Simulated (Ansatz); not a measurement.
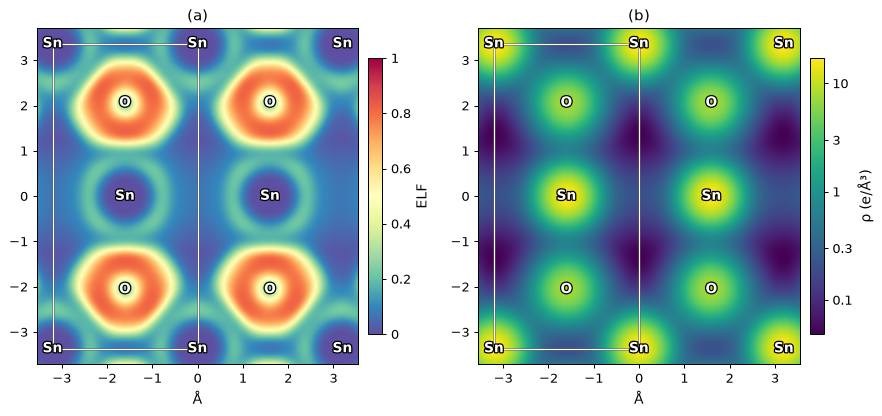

SnO₂. (a) electron localisation function; (b) valence electron density on the (001) plane of the conventional cell.

Space group Amm2; not relaxed (largest force 0.6 eV/Å).

Level of theory: Ansatz 0.2.0, DFT r2SCAN, scalar-relativistic, plane waves, PAW.

In a PAW calculation such maps are meaningful between the atoms, not at the nuclei.

### Read the bonding off the picture.

Atoms in the plane: Sn and O.
Sn–O (2.07 Å): ρ is about 0.65 e/Å³ halfway; the ELF peaks at about 0.80 in the valence shell of O, 0.6 Å from its nucleus, and is about 0.25 at the midpoint: no shared electron pair shows on this line.
Between the atoms the lowest density in this plane is 0.05 e/Å³.

### Does the calculation make it a metal, or give it a gap?

It is gapped, with a Kohn–Sham gap of 1.8 eV on the k-point mesh, an upper bound to the gap of this method.
